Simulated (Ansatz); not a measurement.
**Run report: SiO$_{2}$, geometry relaxation (part 1 of 2)**

The run: geometry relaxation of SiO$_{2}$ (P4₂/mnm, 6 atoms in the cell). Method and program: DFT with r2SCAN, PAW plane waves, no spin polarisation (Ansatz 0.2.0).

The structure derives from an entry of the Crystallography Open Database. Figures and captions count atoms from 1; the log counts them from 0 in places.

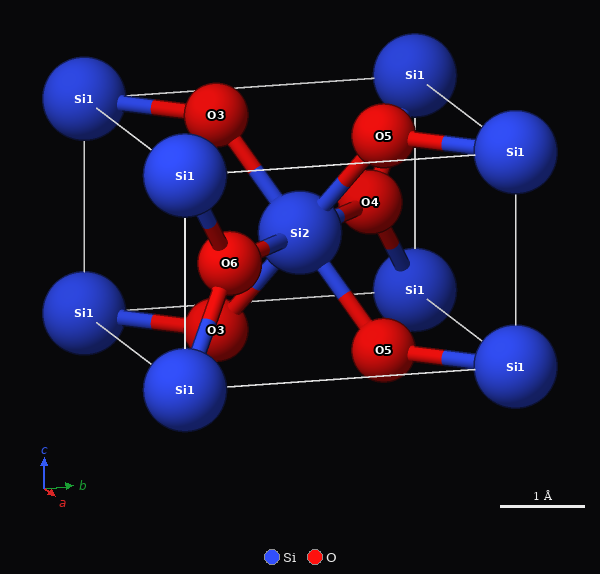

*The structure as given in the input (ball-and-stick view of the cell of the calculation, seen slightly off an axis; atoms are numbered from 1 in the order of the input).*

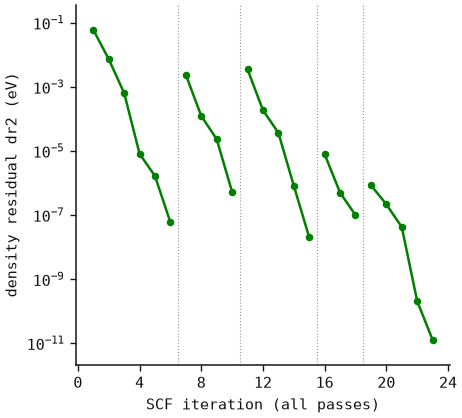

*Convergence of the self-consistent field: density residual dr2 against the SCF iteration. The dotted lines part the SCF passes of the relaxation: geometry steps, rejected trials and re-solves on a re-selected basis.*

The 5 passes take 3 to 6 iterations each, 23 in all.

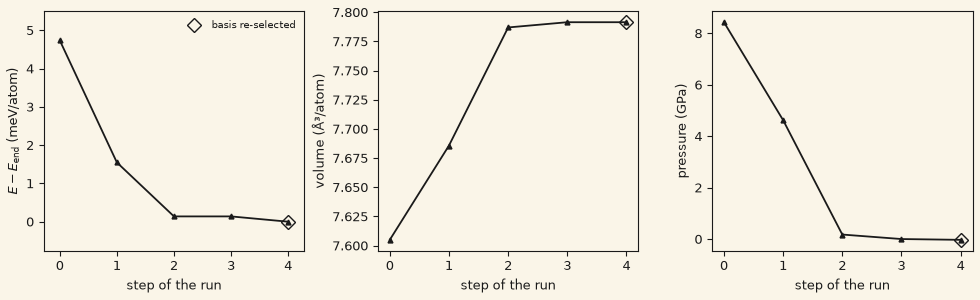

*Progress of the relaxation, step by step (the first geometry is step 0 here and step 1 in the log).*

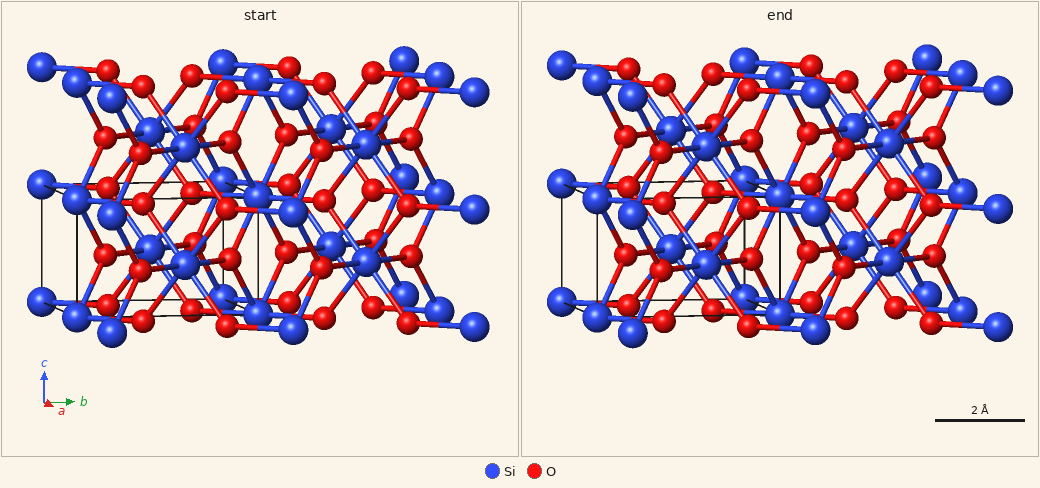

*Before (left) and after (right) the relaxation, at one scale (ball-and-stick view of the cell of the calculation, repeated 2 × 2 × 2, seen at an oblique angle).*

Over 3 geometry steps the energy falls by 4.6 meV per atom. The largest force component goes from 0.095 to 0.0025 eV/Å. Pressure: 8.43 GPa at the start and −0.03 GPa at the end. No atom moves by more than 0.005 Å relative to the cell. The volume changes by +2.5 %, with a = b 4.151 → 4.185 Å (+0.8 %), c 2.648 → 2.669 Å (+0.8 %). Among the contacts that change: Si1–O3 1.796 → 1.812 Å, Si1–O4 1.747 → 1.760 Å. The space group stays P4_2/mnm (No. 136). A last SCF at the same geometry on a re-selected plane-wave basis shifts the energy by −0.1 meV per atom. (Atoms are counted from 1 in the order of the input.)

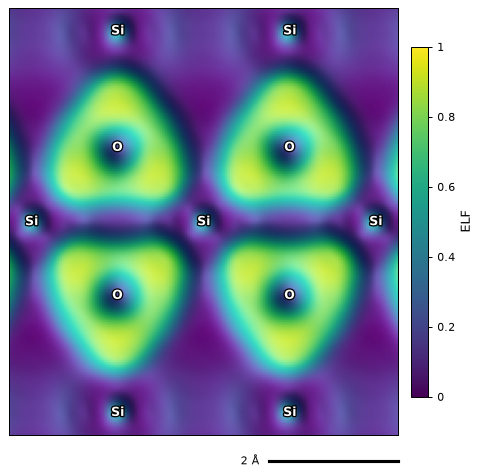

*ELF on the (110) plane of the conventional cell.*

The plane passes through Si and O nuclei. Si–O (1.81 Å): the ELF peaks at about 0.90 between the atoms, which marks a polar covalent bond. In a PAW calculation such maps are meaningful between the atoms, not at the nuclei.

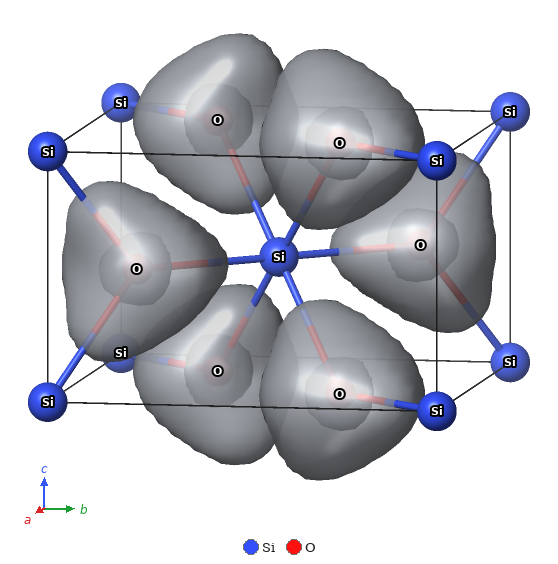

*Isosurface of the electron localisation function at 0.7 (grey), seen slightly off an axis. Core shells and regions of very low density are left out. Sticks mark near contacts. The outline is the cell set on symmetry axes.*

Profiles from the grid: Si–O (1.76 Å): the ELF peaks at about 0.85 between the atoms, which marks a shared but strongly polarised pair. Si–O (1.81 Å): the ELF peaks at about 0.90 between the atoms (a polar covalent bond).

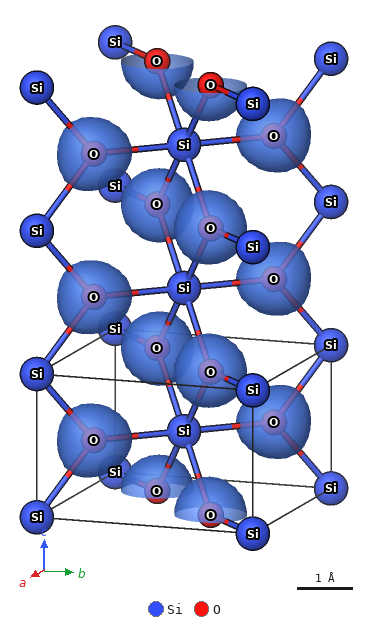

*Isosurface of the valence charge density (pseudo) at 1.5 e/Å³ (blue), seen slightly off an axis. Sticks mark near contacts. The outline is the cell set on symmetry axes.*

At this value the density breaks into separate islands; it holds about 50 % of the electrons treated as valence. It is pinched off along the Si–O (1.76 Å) and Si–O (1.81 Å) contacts. On the grid the lowest density along these lines, outside the cores, is 0.69 e/Å³ (Si–O, 1.76 Å) and 0.57 e/Å³ (Si–O, 1.81 Å).

The input and output of the run follow.

### The input
```yaml
crystal:
  lattice:
    - [4.15086107, 0.0, 0.0]
    - [0.0, 4.15086107, 0.0]
    - [0.0, 0.0, 2.64833144]
  atoms:
    - { symbol: Si, position: [0.0, 0.0, 0.0] }
    - { symbol: Si, position: [0.5, 0.5, 0.5] }
    - { symbol: O, position: [0.3059, 0.3059, 0.0] }
    - { symbol: O, position: [0.1941, 0.8059, 0.5] }
    - { symbol: O, position: [0.6941, 0.6941, 0.0] }
    - { symbol: O, position: [0.8059, 0.1941, 0.5] }
  symmetry: { tolerance: 0.0003 }
kpoints:
  mp_grid: { grid: [4, 4, 7], shift: [0, 0, 0] }
magnetization:
  spin_polarized: false
scf:
  occupations: { method: fermi_dirac, width: 0.1458 }
hamiltonian:
  pseudopotentials: { kind: paw }
  xc: r2scan
basis:
  ecutwfc: 500
output:
  forces: true
  stress: true
  eigenvalues: true
  write_density: true
  write_potential: true
  elf: true
  volumetric_format: npy
relax:
  max_steps: 40
  cell: {}
```

Launch command:
```bash
ansatz run input.yaml --threads 1 --pin off --max-ram 2560MiB --backend cpu --events-out ev --progress --plain --runs-dir out
```

### The program's output
```
Engine: ansatz 0.2.0, aarch64-unknown-linux-gnu
Pseudopotentials: kind: paw
Pseudopotential: Si, paw, valence charge 4, recommended cutoff 500 eV (meta_gga), Si.paw.azcp
Pseudopotential: O, paw, valence charge 6, recommended cutoff 500 eV (meta_gga), O.paw.azcp
Functional definition: r2SCAN
  parameter k0 = 0.174
  parameter k1 = 0.065
  parameter a1 = 4.9479
  exchange = r2scan_x(k0 = k0, k1 = k1, a1 = a1)
  correlation = r2scan_c
Crystal: 6 atoms, lattice volume = 45.630 Å³
Basis set: ecut = 500 eV, 1153 PW (Γ), exchange–correlation on 128×128×80 points (64 copies of the dense FFT grid, shifted against one another)
Bands: 22, of which v1, the nominal top of the filled ones, is band 16 counted from 1 (15 counted from 0)
Symmetry: 16 space group operations
Space group: P42/mnm (ITA 136), of the structure as read, at distance tolerance 1.1e-3 Å
k-points: 24 of 112
Non-local potential: Si, projectors of the file, l = 0: 2, l = 1: 2, l = 2: 2
Non-local potential: O, projectors of the file, l = 0: 2, l = 1: 2, l = 2: 1
PAW form: soft (Blöchl's): semilocal exchange-correlation on the pseudo side does not see the compensation charge
PAW frozen core: Si, regenerated for the run's functional (the file was generated under x = pbe(κ = 0.804, μ = 0.2195149727645171), c = pbe(β = 0.06672455060314922))
PAW frozen core: O, regenerated for the run's functional (the file was generated under x = pbe(κ = 0.804, μ = 0.2195149727645171), c = pbe(β = 0.06672455060314922))
PAW one-centre angular grid: Si, 302 points (default); XC on 160 Gauss nodes
PAW one-centre angular grid: O, 302 points (default); XC on 160 Gauss nodes
Initial density: superposition of atomic densities (neutral atoms: chi_scale 0, normalization atom), corrected by the library's trained network
Initial wavefunctions: pseudopotential atomic-orbital guess
Functional: x = r2scan, c = r2scan; τ floored in thin density (d = 2e-4 eV/Å³)
SCF iter   1: F=—  HF=-3558.997165 eV  |F-HF|=—  |Δ(HF+E_count)|=         —  Δρ=1.21e-2  dr2=5.93e-2  dr2_τ=5.60e-1  ethr=1.77e-3  ⟨swp⟩=5.5  Hψ=2851  notcnv=0
preconditioner: auto → none  [insulator: Δε(μ)=6.893 eV  Ē_g=20.546 eV  σ=0.146 eV  W_gap=1.00  n_scr=10 (ndim 8)  ℏωp=31.1 eV  f_vac=0.000  D(μ)=0.00/eV (n_scr^D=0)  ε∞_Penn≈3.3]
SCF iter   2: F=—  HF=-3559.307606 eV  |F-HF|=—  |Δ(HF+E_count)|=   3.10e-1  Δρ=6.46e-3  dr2=7.17e-3  dr2_τ=1.55e-3  ethr=1.85e-4  ⟨swp⟩=2.0  Hψ=1207  notcnv=0  defer=41
SCF iter   3: F=—  HF=-3559.308481 eV  |F-HF|=—  |Δ(HF+E_count)|=   8.75e-4  Δρ=1.97e-3  dr2=6.32e-4  dr2_τ=1.10e-4  ethr=2.24e-5  ⟨swp⟩=2.0  Hψ=820  notcnv=0  defer=41
SCF iter   4: F=—  HF=-3559.308536 eV  |F-HF|=—  |Δ(HF+E_count)|=   5.49e-5  Δρ=1.93e-4  dr2=8.00e-6  dr2_τ=1.12e-6  ethr=1.97e-6  ⟨swp⟩=2.0  Hψ=846  notcnv=0  defer=41
SCF iter   5: F=—  HF=-3559.308538 eV  |F-HF|=—  |Δ(HF+E_count)|=   2.25e-6  Δρ=6.61e-5  dr2=1.62e-6  dr2_τ=8.73e-8  ethr=2.50e-8  ⟨swp⟩=2.0  Hψ=822  notcnv=0  defer=41
SCF iter   6: F=-3559.308538 eV  HF=-3559.308538 eV  |F-HF|=1.44e-8  |Δ(HF+E_count)|=   1.80e-8  Δρ=1.35e-5  dr2=5.79e-8  dr2_τ=2.04e-9  ethr=3.13e-10  ⟨swp⟩=12.7  Hψ=4048  notcnv=0
SCF 1 converged in 6 iterations: F = -3559.308538 eV  dr2 = 5.79e-8
  greatest PAW one-centre occupation: 0.870 electrons in one spin orbital (limit 2), on the O atom at site 5 (counted from 0), in its partial waves of l = 0
relax step   1: F+E_penalty+E_count = -3559.30853781 eV  Δ(F+E_penalty+E_count) = +0.000e0 eV  max|allowed force component| = 9.488e-2 eV/Å  Δτ_max = 0.0000 Å  P = +8.433 GPa  Ω = 45.630 Å³  (6 SCF iters, dr2 threshold 1.00e-7 eV, accepted)
Crystal: 6 atoms, lattice volume = 46.115 Å³
Basis set: ecut = 500 eV, 1161 PW (Γ), exchange–correlation on 128×128×80 points (64 copies of the dense FFT grid, shifted against one another)
Initial density: handed on by an earlier stage of this run
Initial wavefunctions: those handed on with the density
iter 1 solved again at ethr=8.56e-6 eV; its pass at ethr=3.10e-3 eV (dr2=2.74e-3 eV) is discarded
SCF iter   1: F=—  HF=-3559.326126 eV  |F-HF|=—  |Δ(HF+E_count)|=         —  Δρ=2.54e-3  dr2=2.34e-3  dr2_τ=3.57e-3  ethr=8.56e-6  ⟨swp⟩=2.3  Hψ=2642  notcnv=0
preconditioner: auto → none  [insulator: Δε(μ)=6.757 eV  Ē_g=20.322 eV  σ=0.146 eV  W_gap=1.00  n_scr=10 (ndim 8)  ℏωp=30.9 eV  f_vac=0.000  D(μ)=0.00/eV (n_scr^D=0)  ε∞_Penn≈3.3]
SCF iter   2: F=—  HF=-3559.327664 eV  |F-HF|=—  |Δ(HF+E_count)|=   1.54e-3  Δρ=7.23e-4  dr2=1.21e-4  dr2_τ=5.69e-5  ethr=7.32e-6  ⟨swp⟩=2.0  Hψ=887  notcnv=0
SCF iter   3: F=—  HF=-3559.327671 eV  |F-HF|=—  |Δ(HF+E_count)|=   7.45e-6  Δρ=3.04e-4  dr2=2.29e-5  dr2_τ=1.82e-6  ethr=3.78e-7  ⟨swp⟩=2.3  Hψ=849  notcnv=0
SCF iter   4: F=-3559.327674 eV  HF=-3559.327674 eV  |F-HF|=2.09e-7  |Δ(HF+E_count)|=   2.78e-6  Δρ=5.41e-5  dr2=5.15e-7  dr2_τ=1.15e-7  ethr=1.87e-9  ⟨swp⟩=9.0  Hψ=4274  notcnv=0
SCF 2 converged in 4 iterations: F = -3559.327674 eV  dr2 = 5.15e-7
  greatest PAW one-centre occupation: 0.869 electrons in one spin orbital (limit 2), on the O atom at site 4 (counted from 0), in its partial waves of l = 0
relax step   2: F+E_penalty+E_count = -3559.32767394 eV  Δ(F+E_penalty+E_count) = -1.914e-2 eV  max|allowed force component| = 3.753e-2 eV/Å  Δτ_max = 0.0000 Å  P = +4.624 GPa  Ω = 46.115 Å³  energy of the carried Pulay correction = -3.973e-4 eV  (4 SCF iters, dr2 threshold 6.00e-7 eV, accepted)
Crystal: 6 atoms, lattice volume = 46.722 Å³
Basis set: ecut = 500 eV, 1177 PW (Γ), exchange–correlation on 128×128×80 points (64 copies of the dense FFT grid, shifted against one another)
iter 1 solved again at ethr=1.26e-5 eV; its pass at ethr=3.10e-3 eV (dr2=4.03e-3 eV) is discarded
```
